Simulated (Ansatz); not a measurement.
# Nb wire along [100], 13 atoms a period: bands along the axis, part 2 of 2

Aim: is the Nb wire along [100], 13 atoms a period a metal or a semiconductor?

Ansatz 0.2.0; DFT PBE, plane waves, PAW; relaxation of a wire's period; PAW set soft_1 (the session's first sound run).

So far: Set-up; Relaxation of atoms and period.

## (2) Relaxation of atoms and period (continued)

The steps of the relaxation:

```
step  energy less that of the first step (eV)  largest force component (eV/Å)  pressure (GPa)  volume (Å³)
   1                                   0.0000                          1.9141           -6.49       596.12
   2                                  -2.3116                          0.6601           -2.08       577.84
   3                                  -2.9137                          0.3852            0.56       575.22
   4                                  -3.0305                          0.0911            0.30       581.90
   5                                  -3.0385                          0.1100            0.02       586.38
   6                                  -3.0408                          0.0165            0.02       586.50
  7*                                  -3.0403                          0.0164            0.02       586.50
```

Relaxation steps marked * repeat the geometry before them on a plane-wave basis chosen anew for their cell, so energy and pressure can jump there.

Forces are held to the 16 operations that the run works with; a distortion that breaks them can't arise in this run.

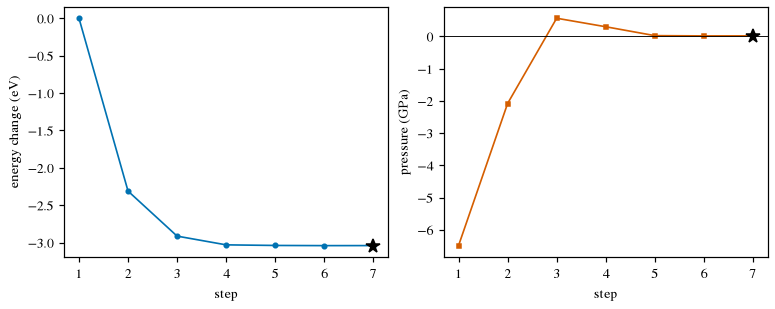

Energy and pressure along the relaxation. Stars mark steps on a basis chosen anew.

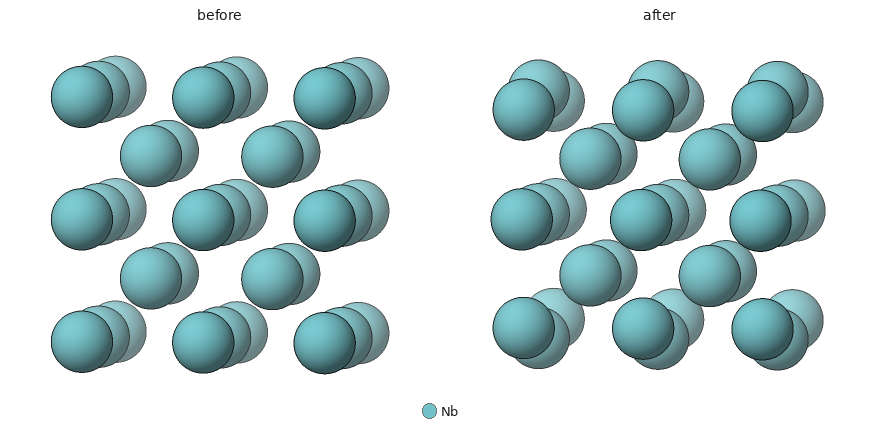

The structure before and after the relaxation, drawn at the same scale.

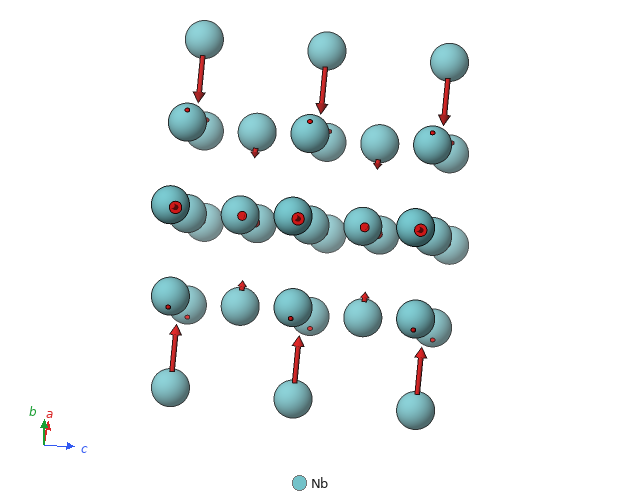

Displacements in the relaxation, exaggerated, measured against the changing cell; the longest in the cell stands for 0.51 Å. 1×1×2 cells are drawn. Some periodic images of atoms are drawn too.

| cell as run | before | after | change |
| --- | --- | --- | --- |
| c (Å) | 3.310 | 3.257 | -1.6 % |

The atoms that moved most (Å, along periodic axes as changes of fractional coordinates times the final cell, across vacuum about the mean position):

```
atom      dx      dy     dz  length
 Nb1   0.359   0.359  0.000   0.507
 Nb3   0.359  -0.359  0.000   0.507
 Nb7  -0.359   0.359  0.000   0.507
 Nb9  -0.359  -0.359  0.000   0.507
Nb13  -0.078  -0.078  0.000   0.110
Nb12  -0.078   0.078  0.000   0.110
Nb11   0.078  -0.078  0.000   0.110
Nb10   0.078   0.078  0.000   0.110
```

This step gave:

* energy at zero smearing: -59162.4601 eV
* cell length along the wire: 3.257 Å

The cell's length comes to 3.257 Å with spin left out.

## (3) Bands of the perfect wire

This step: DFT PBE, plane waves, PAW; bands of a perfect wire; PAW set soft_1 (Ansatz 0.2.0).

At the relaxed period the bands are computed along the axis; those that cross an energy going forward count the channels that a perfect wire would open there.

input.yaml reads:

```yaml
crystal:
  lattice:
    - [13.42, 0.0, 0.0]
    - [0.0, 13.42, 0.0]
    - [0.0, 0.0, 3.2565638764]
  atoms:
    - { symbol: Nb, position: [0.280088662, 0.280088662, 0.0] }
    - { symbol: Nb, position: [0.250816557, 0.5, 0.0] }
    - { symbol: Nb, position: [0.280088662, 0.719911338, 0.0] }
    - { symbol: Nb, position: [0.5, 0.250816557, 0.0] }
    - { symbol: Nb, position: [0.5, 0.5, 0.0] }
    - { symbol: Nb, position: [0.5, 0.749183443, 0.0] }
    - { symbol: Nb, position: [0.719911338, 0.280088662, 0.0] }
    - { symbol: Nb, position: [0.749183443, 0.5, 0.0] }
    - { symbol: Nb, position: [0.719911338, 0.719911338, 0.0] }
    - { symbol: Nb, position: [0.382470547, 0.382470547, 0.5] }
    - { symbol: Nb, position: [0.382470547, 0.617529453, 0.5] }
    - { symbol: Nb, position: [0.617529453, 0.382470547, 0.5] }
    - { symbol: Nb, position: [0.617529453, 0.617529453, 0.5] }
kpoints:
  mp_grid: { grid: [1, 1, 25] }
  band_path: { path: ["Γ", Z], npoints: 90 }
scf:
  occupations: { method: fermi_dirac, width: 0.05 }
hamiltonian:
  xc: pbe
  pseudopotentials: { kind: paw, azcp: { folder: soft_1 } }
output:
  dos: { e_range: [-5, 4] }
  write_potential: true
  write_density: true
  volumetric_format: npy
```

The run is started by

```sh
ansatz run input.yaml --threads 4 --pin off --max-ram 16384MiB --backend cpu --events-out ev --progress --plain --runs-dir out
```

Numbers of over 12 decimals in the logs are rounded to 6 here.

What it wrote:

```text
[...]
Crystal: 13 atoms, lattice volume = 586.495 Å³
Basis set: ecut = 420 eV, 11503 PW (Γ)
Bands: 102, of which v1, the nominal top of the filled ones, is band 85 counted from 1 (84 counted from 0)
Symmetry: 16 space group operations
[...]
k-points: 13 of 25
[...]
SCF iter   1: F=—  HF=-59183.866935 eV  |F-HF|=—  |Δ(HF+E_count)|=         —  Δρ=6.96e-2  dr2=2.13e2  ethr=3.10e-3  ⟨swp⟩=9.5  Hψ=6467  notcnv=0
[...]
SCF iter  12: F=-59162.558158 eV  HF=-59162.558158 eV  |F-HF|=6.03e-8  |Δ(HF+E_count)|=   3.00e-7  Δρ=3.02e-6  dr2=6.91e-8  ethr=5.92e-11  ⟨swp⟩=11.6  Hψ=5689  notcnv=0
SCF 1 converged in 12 iterations: F = -59162.558158 eV  dr2 = 6.91e-8
[...]
NSCF: frozen V_eff on 91 k-points
WARN: The output density's exchange-correlation potential varies sharply where the density is thin. Do not read a vacuum level from v_tot or v_xc, or from such a field of the output density. On a cell that repeats whose density bears no net charge and no dipole along the vacuum's axis use v_es (v_loc + v_h of the components); under efield.dipole_correction with no amplitude use v_es + v_field, which holds any externa [...]
SCF converged after 12 iterations
Free energy (F): -59162.558158 eV
[...]
Internal energy: -59162.362275 eV  (E = F + TS)
E sigma→0 (E₀):  -59162.460216 eV
Entropy (-TS):   -0.195883 eV (-15.068 meV/atom)
Fermi energy:    5.335550 eV
[...]
--- Band table (eV; the first three rows and the last of 13) ---
  k-point 0: bands = [... 81 lower, 5.0910, 5.1594, 5.1594, 5.2708, 5.3449, 5.3629, 5.5040, 5.5829, ... 13 higher]
  k-point 1: bands = [... 81 lower, 5.0208, 5.2033, 5.2033, 5.3167, 5.3499, 5.5193, 5.5204, 5.5985, ... 13 higher]
  k-point 2: bands = [... 81 lower, 4.9316, 5.2210, 5.2210, 5.3671, 5.4105, 5.5245, 5.5347, 5.5347, ... 13 higher]
  k-point 12: bands = [... 81 lower, 5.2897, 5.2897, 5.3611, 5.3611, 5.4064, 5.7603, 6.0499, 6.2473, ... 13 higher]
```

Elapsed: 80 s, on 4 threads of Arm Neoverse V1, shared host; peak memory 3 GiB.

Numbers from this step:

| Property | Result |
| --- | --- |
| energy at zero smearing | -59162.4602 eV |
| band gap | 0 eV |

The electronic bands at the labelled points (eV, zero at the Fermi level; # counts the bands kept):

```
point    #29    #30    #31    #32    #33   #34   #35   #36
    Γ  -0.24  -0.24  -0.18  -0.18  -0.06  0.01  0.03  0.17
    Z  -0.14  -0.04  -0.04   0.02   0.02  0.08  0.43  0.73
```

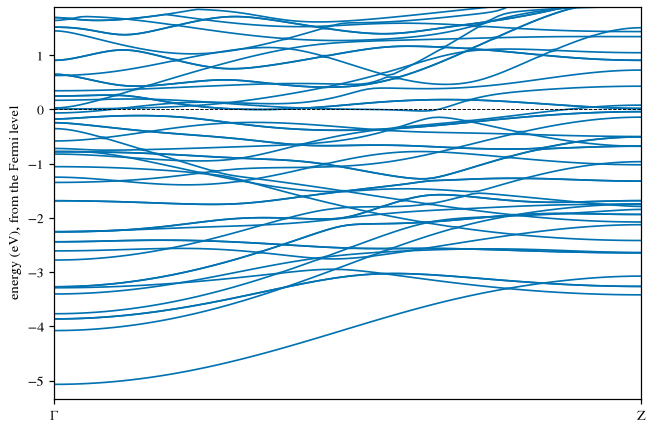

Electronic bands along the path.

Between Γ and Z the bands cross the Fermi level 8 times, so a perfect wire would conduct at least 8 G₀, with spin left out.

## (4) Results

| Item | Value |
| --- | --- |
| cell length, PBE | 3.257 Å |
| ballistic conductance by band crossings, a lower bound, PBE | 8 G₀ |

Under PBE the cell's length is 3.26 Å, and the bands cross the Fermi level 8 times between Γ and Z, which gives a perfect wire at least 8 G₀ (opposite crossings within one step of the path cancel in such a count). No spin was allowed, though thin wires with open d shells can turn magnetic.

[Logs are printed without paths, hosts, clocks, repeated set-up lines and the standing remarks that a program may print on its own settings, such as how far it seeks lower states.]

[Hosts, paths, dates, database ids (printed as entryN), source tags and the programs' standing remarks are cut or masked in the printed files.]
